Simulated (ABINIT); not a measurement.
Run report: AlN, band-structure run (part 4 of 4)

The same run, continued: AlN (4 atoms in the cell); Kohn-Sham DFT of a periodic cell, rPW86PBE, JTH PAW PBE v2.0, no spin polarisation (ABINIT 10.8.3); cutoff 680.28 eV, 10×10×6 k-mesh, fermi-dirac of 0.05 eV. The structure derives from an entry of the Crystallography Open Database.

Geometry of the input (Å; fractional positions):
```
3.1130  0.0000  0.0000
-1.5565  2.6959  0.0000
0.0000  0.0000  4.9810
Al 0.6667  0.3333  0.5000
Al 0.3333  0.6667  0.0000
N  0.6667  0.3333  0.8800
N  0.3333  0.6667  0.3800
```

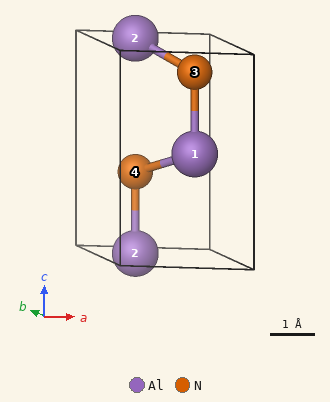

Figure 1. The structure as given in the input (ball-and-stick view of the cell of the calculation, seen slightly off an axis; atoms are numbered from 1 in the order of the input).

Output, continued
```
--- !ResultsGS
iteration_state: {dtset: 2, }
comment   : Summary of ground state results
lattice_vectors:
- [  5.8827174,   0.0000000,   0.0000000, ]
- [ -2.9413587,   5.0945827,   0.0000000, ]
- [  0.0000000,   0.0000000,   9.4127258, ]
lattice_lengths: [   5.88272,    5.88272,    9.41273, ]
lattice_angles: [ 90.000,  90.000, 120.000, ] # degrees, (23, 13, 12)
lattice_volume:   2.8209930E+02
convergence: {deltae:  0.000E+00, res2:  0.000E+00, residm:  9.986E-13, diffor:  0.000E+00, }
etotal    :  -2.45790485E+01
entropy   :   0.00000000E+00
fermie    :   3.33241317E-01
cartesian_stress_tensor: null
pressure_GPa: null
xred      :
- [  6.6667E-01,   3.3333E-01,   5.0000E-01, Al]
- [  3.3333E-01,   6.6667E-01,   0.0000E+00, Al]
- [  6.6667E-01,   3.3333E-01,   8.8000E-01,  N]
- [  3.3333E-01,   6.6667E-01,   3.8000E-01,  N]
cartesian_forces: null
force_length_stats: {min: null, max: null, mean: null, }
...

 Integrated electronic density in atomic spheres:
 ------------------------------------------------
 Atom  Sphere_radius  Integrated_density
    1        1.90363          0.90767877
    2        1.90363          0.90767877
    3        1.20497          2.65455630
    4        1.20497          2.65455630

================================================================================

 ----iterations are completed or convergence reached----

 Mean square residual over all n,k,spin=   40.416E-14; max=  99.860E-14
 reduced coordinates (array xred) for    4 atoms
       0.666666666667      0.333333333333      0.500000000000
       0.333333333333      0.666666666667      0.000000000000
       0.666666666667      0.333333333333      0.880000000000
       0.333333333333      0.666666666667      0.380000000000

 cartesian coordinates (angstrom) at end:
    1      1.55649999895463     0.89864569340626     2.49049999832074
    2     -0.00000000000000     1.79729138681251     0.00000000000000
    3      1.55649999895463     0.89864569340626     4.38327999704451
    4     -0.00000000000000     1.79729138681251     1.89277999872377
 length scales=  5.882717426000  5.882717426000  9.412725826800 bohr
              =  3.112999997909  3.112999997909  4.980999996641 angstroms
 Eigenvalues (hartree) for nkpt=  56  k points:
 kpt#   1, nband= 16, wtk=  1.00000, kpt=  0.0000  0.0000  0.0000 (reduced coord)
  -0.28677   -0.20885    0.05243    0.23839    0.23839    0.26238    0.26238    0.26883
   0.42983    0.51707    0.66453    0.68258    0.68258    0.75315    0.75460    0.75460
 kpt#   2, nband= 16, wtk=  1.00000, kpt=  0.0556  0.0000  0.0000 (reduced coord)
  -0.28533   -0.20802    0.05413    0.23158    0.23644    0.25534    0.26218    0.26826
   0.43694    0.52334    0.65867    0.67225    0.68674    0.74906    0.75560    0.75650
 kpt#   3, nband= 16, wtk=  1.00000, kpt=  0.1111  0.0000  0.0000 (reduced coord)
  -0.28108   -0.20566    0.05919    0.21301    0.23127    0.23797    0.26129    0.26625
   0.45453    0.53925    0.64138    0.65024    0.69874    0.73686    0.75152    0.75627
 kpt#   4, nband= 16, wtk=  1.00000, kpt=  0.1667  0.0000  0.0000 (reduced coord)
  -0.27417   -0.20204    0.06749    0.18720    0.21581    0.22421    0.25933    0.26254
   0.47599    0.55607    0.61409    0.63339    0.71588    0.72583    0.72920    0.74537
 kpt#   5, nband= 16, wtk=  1.00000, kpt=  0.2222  0.0000  0.0000 (reduced coord)
  -0.26493   -0.19769    0.07879    0.15878    0.19227    0.21651    0.25644    0.25674
   0.49541    0.55961    0.58477    0.63462    0.70890    0.71859    0.71877    0.75017
 kpt#   6, nband= 16, wtk=  1.00000, kpt=  0.2778  0.0000  0.0000 (reduced coord)
  -0.25386   -0.19336    0.09267    0.13125    0.16949    0.20911    0.24841    0.25307
   0.50625    0.54582    0.56630    0.64759    0.69970    0.70486    0.71527    0.77573
 kpt#   7, nband= 16, wtk=  1.00000, kpt=  0.3333  0.0000  0.0000 (reduced coord)
  -0.24171   -0.19001    0.10561    0.11003    0.14921    0.20272    0.23743    0.24977
   0.50471    0.52393    0.56595    0.65249    0.69223    0.70730    0.71646    0.80217
 kpt#   8, nband= 16, wtk=  1.00000, kpt=  0.3889  0.0000  0.0000 (reduced coord)
  -0.22969   -0.18857    0.08808    0.12496    0.13358    0.19783    0.22437    0.24704
   0.49763    0.50602    0.57039    0.65218    0.68282    0.71307    0.72958    0.82386
 kpt#   9, nband= 16, wtk=  1.00000, kpt=  0.4444  0.0000  0.0000 (reduced coord)
  -0.21979   -0.18925    0.07627    0.12183    0.14107    0.19478    0.21158    0.24525
   0.49181    0.49484    0.57316    0.65266    0.67707    0.71561    0.74228    0.83254
 kpt#  10, nband= 16, wtk=  1.00000, kpt=  0.5000  0.0000  0.0000 (reduced coord)
  -0.21556   -0.19019    0.07223    0.11824    0.14791    0.19374    0.20536    0.24463
   0.48977    0.49097    0.57391    0.65318    0.67514    0.71674    0.74677    0.83025
 kpt#  11, nband= 16, wtk=  1.00000, kpt=  0.4667  0.0667  0.0000 (reduced coord)
  -0.21457   -0.19009    0.07383    0.11950    0.14941    0.18712    0.20492    0.23879
   0.48995    0.49922    0.57835    0.65184    0.67239    0.71584    0.74769    0.83634
 kpt#  12, nband= 16, wtk=  1.00000, kpt=  0.4333  0.1333  0.0000 (reduced coord)
  -0.21171   -0.18997    0.07848    0.12307    0.15387    0.17053    0.20330    0.22372
   0.48516    0.52352    0.59120    0.64800    0.66894    0.71321    0.74950    0.82150
 kpt#  13, nband= 16, wtk=  1.00000, kpt=  0.4000  0.2000  0.0000 (reduced coord)
  -0.20729   -0.19038    0.08557    0.12812    0.15069    0.16118    0.19936    0.20507
   0.47654    0.55309    0.60817    0.64240    0.67153    0.70896    0.75151    0.80646
 kpt#  14, nband= 16, wtk=  1.00000, kpt=  0.3667  0.2667  0.0000 (reduced coord)
  -0.20186   -0.19215    0.09315    0.13237    0.13496    0.17090    0.18778    0.19352
   0.46825    0.57602    0.62235    0.63665    0.68144    0.70270    0.75420    0.80013
 kpt#  15, nband= 16, wtk=  1.00000, kpt=  0.3333  0.3333  0.0000 (reduced coord)
  -0.19620   -0.19620    0.09638    0.13145    0.13145    0.18144    0.18271    0.18271
   0.46480    0.58352    0.63117    0.63117    0.69334    0.69334    0.75672    0.81015
 kpt#  16, nband= 16, wtk=  1.00000, kpt=  0.3030  0.3030  0.0000 (reduced coord)
  -0.20242   -0.19168    0.09581    0.12602    0.14010    0.16960    0.18591    0.19472
   0.46803    0.57959    0.62356    0.63520    0.68311    0.70194    0.75054    0.80153
 kpt#  17, nband= 16, wtk=  1.00000, kpt=  0.2727  0.2727  0.0000 (reduced coord)
  -0.21110   -0.18850    0.09815    0.12144    0.15397    0.15409    0.19584    0.20738
   0.47775    0.57149    0.61232    0.63587    0.67412    0.70899    0.73340    0.80645
 kpt#  18, nband= 16, wtk=  1.00000, kpt=  0.2424  0.2424  0.0000 (reduced coord)
  -0.22175   -0.18721    0.10594    0.12115    0.13746    0.16972    0.20792    0.22004
   0.49342    0.56197    0.59970    0.63327    0.66859    0.71335    0.71769    0.81294
 kpt#  19, nband= 16, wtk=  1.00000, kpt=  0.2121  0.2121  0.0000 (reduced coord)
  -0.23355   -0.18800    0.11889    0.11925    0.12841    0.18574    0.22037    0.23201
   0.51405    0.55047    0.59003    0.62676    0.66776    0.70164    0.72332    0.81231
 kpt#  20, nband= 16, wtk=  1.00000, kpt=  0.1818  0.1818  0.0000 (reduced coord)
  -0.24558   -0.19059    0.10333    0.13735    0.13926    0.20090    0.23209    0.24265
   0.53509    0.53838    0.58774    0.61528    0.67235    0.69769    0.72962    0.79991
 kpt#  21, nband= 16, wtk=  1.00000, kpt=  0.1515  0.1515  0.0000 (reduced coord)
  -0.25700   -0.19438    0.08869    0.15567    0.15914    0.21431    0.24231    0.25151
   0.51611    0.56461    0.59408    0.59971    0.68264    0.70315    0.73451    0.77822
 kpt#  22, nband= 16, wtk=  1.00000, kpt=  0.1212  0.1212  0.0000 (reduced coord)
  -0.26714   -0.19865    0.07607    0.17563    0.18324    0.22548    0.25055    0.25838
   0.49501    0.57594    0.59688    0.60812    0.69846    0.71521    0.73313    0.76018
 kpt#  23, nband= 16, wtk=  1.00000, kpt=  0.0909  0.0909  0.0000 (reduced coord)
  -0.27549   -0.20271    0.06590    0.19707    0.20757    0.23459    0.25658    0.26332
   0.47313    0.55703    0.62173    0.62833    0.71458    0.71882    0.73103    0.76428
 kpt#  24, nband= 16, wtk=  1.00000, kpt=  0.0606  0.0606  0.0000 (reduced coord)
  -0.28168   -0.20599    0.05847    0.21724    0.22750    0.24387    0.26039    0.26656
   0.45236    0.53750    0.64418    0.65191    0.69747    0.74050    0.74206    0.76838
 kpt#  25, nband= 16, wtk=  1.00000, kpt=  0.0303  0.0303  0.0000 (reduced coord)
  -0.28549   -0.20811    0.05395    0.23247    0.23641    0.25623    0.26210    0.26833
   0.43621    0.52269    0.65929    0.67324    0.68633    0.75074    0.75257    0.75791
 kpt#  26, nband= 16, wtk=  1.00000, kpt=  0.0000  0.0000  0.0000 (reduced coord)
  -0.28677   -0.20885    0.05243    0.23839    0.23839    0.26238    0.26238    0.26883
   0.42983    0.51707    0.66453    0.68258    0.68258    0.75315    0.75460    0.75460
 kpt#  27, nband= 16, wtk=  1.00000, kpt=  0.0000  0.0000  0.1000 (reduced coord)
  -0.28537   -0.21165    0.05739    0.23895    0.23895    0.26058    0.26176    0.26176
   0.43672    0.51807    0.66201    0.68202    0.68202    0.74119    0.74904    0.74904
 kpt#  28, nband= 16, wtk=  1.00000, kpt=  0.0000  0.0000  0.2000 (reduced coord)
  -0.28121   -0.21934    0.07148    0.23938    0.24057    0.24057    0.25997    0.25997
   0.45373    0.52046    0.65566    0.68132    0.68132    0.71684    0.73574    0.73574
 kpt#  29, nband= 16, wtk=  1.00000, kpt=  0.0000  0.0000  0.3000 (reduced coord)
  -0.27446   -0.23019    0.09283    0.21128    0.24312    0.24312    0.25721    0.25721
   0.47466    0.52224    0.64896    0.68235    0.68235    0.69108    0.72017    0.72017
 kpt#  30, nband= 16, wtk=  1.00000, kpt=  0.0000  0.0000  0.4000 (reduced coord)
  -0.26539   -0.24239    0.11933    0.18035    0.24637    0.24637    0.25379    0.25379
   0.49488    0.52004    0.64679    0.66877    0.68649    0.68649    0.70580    0.70580
 kpt#  31, nband= 16, wtk=  1.00000, kpt=  0.0000  0.0000  0.5000 (reduced coord)
  -0.25446   -0.25446    0.14908    0.14908    0.25004    0.25004    0.25004    0.25004
   0.51089    0.51089    0.65322    0.65322    0.69433    0.69433    0.69433    0.69433
 kpt#  32, nband= 16, wtk=  1.00000, kpt=  0.0556  0.0000  0.5000 (reduced coord)
  -0.25322   -0.25322    0.14878    0.14878    0.24558    0.24558    0.24887    0.24887
   0.51500    0.51500    0.64368    0.64368    0.69779    0.69779    0.69893    0.69893
 kpt#  33, nband= 16, wtk=  1.00000, kpt=  0.1111  0.0000  0.5000 (reduced coord)
  -0.24954   -0.24954    0.14718    0.14718    0.23439    0.23439    0.24554    0.24554
   0.52405    0.52405    0.62689    0.62689    0.70380    0.70380    0.70755    0.70755
 kpt#  34, nband= 16, wtk=  1.00000, kpt=  0.1667  0.0000  0.5000 (reduced coord)
  -0.24366   -0.24366    0.14223    0.14223    0.22183    0.22183    0.24064    0.24064
   0.52901    0.52901    0.61684    0.61684    0.70349    0.70349    0.72167    0.72167
 kpt#  35, nband= 16, wtk=  1.00000, kpt=  0.2222  0.0000  0.5000 (reduced coord)
  -0.23597   -0.23597    0.13144    0.13144    0.21347    0.21347    0.23491    0.23491
   0.52243    0.52243    0.61919    0.61919    0.69981    0.69981    0.73689    0.73689
 kpt#  36, nband= 16, wtk=  1.00000, kpt=  0.2778  0.0000  0.5000 (reduced coord)
  -0.22711   -0.22711    0.11522    0.11522    0.21118    0.21118    0.22914    0.22914
   0.50855    0.50855    0.62537    0.62537    0.69723    0.69723    0.74934    0.74934
 kpt#  37, nband= 16, wtk=  1.00000, kpt=  0.3333  0.0000  0.5000 (reduced coord)
  -0.21798   -0.21798    0.09719    0.09719    0.21294    0.21294    0.22397    0.22397
   0.49406    0.49406    0.62596    0.62596    0.69889    0.69889    0.75674    0.75674
 kpt#  38, nband= 16, wtk=  1.00000, kpt=  0.3889  0.0000  0.5000 (reduced coord)
  -0.20982   -0.20982    0.08121    0.08121    0.21611    0.21611    0.21992    0.21992
   0.48230    0.48230    0.62150    0.62150    0.70257    0.70257    0.75980    0.75980
 kpt#  39, nband= 16, wtk=  1.00000, kpt=  0.4444  0.0000  0.5000 (reduced coord)
  -0.20406   -0.20406    0.07028    0.07028    0.21736    0.21736    0.21879    0.21879
   0.47477    0.47477    0.61674    0.61674    0.70521    0.70521    0.76058    0.76058
 kpt#  40, nband= 16, wtk=  1.00000, kpt=  0.5000  0.0000  0.5000 (reduced coord)
  -0.20197   -0.20197    0.06639    0.06639    0.21648    0.21648    0.21982    0.21982
   0.47219    0.47219    0.61483    0.61483    0.70607    0.70607    0.76067    0.76067
 kpt#  41, nband= 16, wtk=  1.00000, kpt=  0.4667  0.0667  0.5000 (reduced coord)
  -0.20138   -0.20138    0.06804    0.06804    0.20268    0.20268    0.22768    0.22768
   0.47822    0.47822    0.61749    0.61749    0.69470    0.69470    0.76731    0.76731
 kpt#  42, nband= 16, wtk=  1.00000, kpt=  0.4333  0.1333  0.5000 (reduced coord)
  -0.19975   -0.19975    0.07287    0.07287    0.18192    0.18192    0.23320    0.23320
   0.49367    0.49367    0.61920    0.61920    0.67989    0.67989    0.77497    0.77497
 kpt#  43, nband= 16, wtk=  1.00000, kpt=  0.4000  0.2000  0.5000 (reduced coord)
  -0.19754   -0.19754    0.08036    0.08036    0.15917    0.15917    0.23681    0.23681
   0.51357    0.51357    0.60499    0.60499    0.68531    0.68531    0.77759    0.77759
 kpt#  44, nband= 16, wtk=  1.00000, kpt=  0.3667  0.2667  0.5000 (reduced coord)
  -0.19548   -0.19548    0.08887    0.08887    0.13958    0.13958    0.23912    0.23912
   0.53438    0.53438    0.58133    0.58133    0.70041    0.70041    0.78062    0.78062
 kpt#  45, nband= 16, wtk=  1.00000, kpt=  0.3333  0.3333  0.5000 (reduced coord)
  -0.19456   -0.19456    0.09332    0.09332    0.13100    0.13100    0.23997    0.23997
   0.54994    0.54994    0.56388    0.56388    0.70638    0.70638    0.78485    0.78485
 kpt#  46, nband= 16, wtk=  1.00000, kpt=  0.3030  0.3030  0.5000 (reduced coord)
  -0.19556   -0.19556    0.09077    0.09077    0.13728    0.13728    0.23917    0.23917
   0.53838    0.53838    0.57744    0.57744    0.70328    0.70328    0.77886    0.77886
 kpt#  47, nband= 16, wtk=  1.00000, kpt=  0.2727  0.2727  0.5000 (reduced coord)
  -0.19887   -0.19887    0.08863    0.08863    0.15081    0.15081    0.23670    0.23670
   0.52667    0.52667    0.59515    0.59515    0.69712    0.69712    0.76635    0.76635
 kpt#  48, nband= 16, wtk=  1.00000, kpt=  0.2424  0.2424  0.5000 (reduced coord)
  -0.20453   -0.20453    0.09110    0.09110    0.16677    0.16677    0.23285    0.23285
   0.51986    0.51986    0.61085    0.61085    0.69028    0.69028    0.75591    0.75591
 kpt#  49, nband= 16, wtk=  1.00000, kpt=  0.2121  0.2121  0.5000 (reduced coord)
  -0.21208   -0.21208    0.09867    0.09867    0.18297    0.18297    0.22849    0.22849
   0.51805    0.51805    0.62169    0.62169    0.68447    0.68447    0.75133    0.75133
 kpt#  50, nband= 16, wtk=  1.00000, kpt=  0.1818  0.1818  0.5000 (reduced coord)
  -0.22072   -0.22072    0.11019    0.11019    0.19757    0.19757    0.22537    0.22537
   0.52065    0.52065    0.62426    0.62426    0.68347    0.68347    0.75028    0.75028
 kpt#  51, nband= 16, wtk=  1.00000, kpt=  0.1515  0.1515  0.5000 (reduced coord)
  -0.22955   -0.22955    0.12347    0.12347    0.20826    0.20826    0.22654    0.22654
   0.52621    0.52621    0.61929    0.61929    0.68879    0.68879    0.74618    0.74618
 kpt#  52, nband= 16, wtk=  1.00000, kpt=  0.1212  0.1212  0.5000 (reduced coord)
  -0.23778   -0.23778    0.13550    0.13550    0.21546    0.21546    0.23296    0.23296
   0.53134    0.53134    0.61391    0.61391    0.69651    0.69651    0.73522    0.73522
 kpt#  53, nband= 16, wtk=  1.00000, kpt=  0.0909  0.0909  0.5000 (reduced coord)
  -0.24477   -0.24477    0.14361    0.14361    0.22450    0.22450    0.24020    0.24020
   0.53074    0.53074    0.61622    0.61622    0.70222    0.70222    0.72037    0.72037
 kpt#  54, nband= 16, wtk=  1.00000, kpt=  0.0606  0.0606  0.5000 (reduced coord)
  -0.25006   -0.25006    0.14749    0.14749    0.23604    0.23604    0.24570    0.24570
   0.52325    0.52325    0.62844    0.62844    0.70290    0.70290    0.70679    0.70679
 kpt#  55, nband= 16, wtk=  1.00000, kpt=  0.0303  0.0303  0.5000 (reduced coord)
  -0.25335   -0.25335    0.14881    0.14881    0.24606    0.24606    0.24897    0.24897
   0.51459    0.51459    0.64456    0.64456    0.69741    0.69741    0.69857    0.69857
 kpt#  56, nband= 16, wtk=  1.00000, kpt=  0.0000  0.0000  0.5000 (reduced coord)
  -0.25446   -0.25446    0.14908    0.14908    0.25004    0.25004    0.25004    0.25004
   0.51089    0.51089    0.65322    0.65322    0.69433    0.69433    0.69433    0.69433

== END DATASET(S) ==============================================================
================================================================================

 -outvars: echo values of variables after computation  --------
            acell      5.8827174260E+00  5.8827174260E+00  9.4127258268E+00 Bohr
           etotal1    -2.4579048516E+01
            fcart1     2.2886066321E-29  9.2492935855E-29 -2.2556655537E-03
                      -6.8658198962E-29 -6.6066382754E-29 -2.2556655537E-03
                       2.2886066321E-29 -1.3213276551E-29  2.2556655537E-03
                       2.2886066321E-29 -1.3213276551E-29  2.2556655537E-03
            rprim      1.0000000000E+00  0.0000000000E+00  0.0000000000E+00
                      -5.0000000000E-01  8.6602540380E-01  0.0000000000E+00
                       0.0000000000E+00  0.0000000000E+00  1.0000000000E+00
           strten1    -1.9404044783E-04 -1.9404044782E-04 -2.6644329781E-04
                       0.0000000000E+00  0.0000000000E+00  0.0000000000E+00
           xangst      1.5564999990E+00  8.9864569341E-01  2.4904999983E+00
                      -2.5325496290E-17  1.7972913868E+00  0.0000000000E+00
                       1.5564999990E+00  8.9864569341E-01  4.3832799970E+00
                      -2.5325496290E-17  1.7972913868E+00  1.8927799987E+00
             xred      6.6666666667E-01  3.3333333333E-01  5.0000000000E-01
                       3.3333333333E-01  6.6666666667E-01  0.0000000000E+00
                       6.6666666667E-01  3.3333333333E-01  8.8000000000E-01
                       3.3333333333E-01  6.6666666667E-01  3.8000000000E-01
 Calculation completed.
```

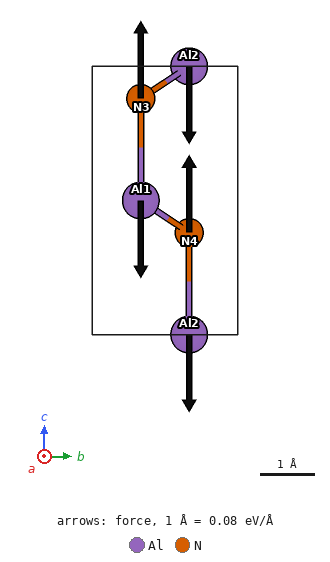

Figure 2. Forces on the atoms as black arrows (ball-and-stick view of the cell of the calculation, along the a axis; atoms are numbered from 1 in the order of the input). The largest act on Al1, Al2 (0.12 eV/Å); N3, N4 (0.12 eV/Å). The geometry is not a stationary point of this energy.

Summary

| quantity | value |
| --- | --- |
| outcome | converged |
| space group (tolerance 0.01 Å) | P6₃mc (186) |
| electrons treated | 16 |
| free energy | −668.8300 eV |
| Fermi energy | 9.068 eV |
| gap on the k-point mesh | 4.38 eV |
| gap on the band path | 4.38 eV |
| pressure | 6.42 GPa |
| largest force (length of the vector) | 0.116 eV/Å |
| wall time | 73 s |
| peak memory | 0.14 GiB |

Notes

The cell is under a pressure of 6.4 GPa at this level, so it is not at its equilibrium volume.
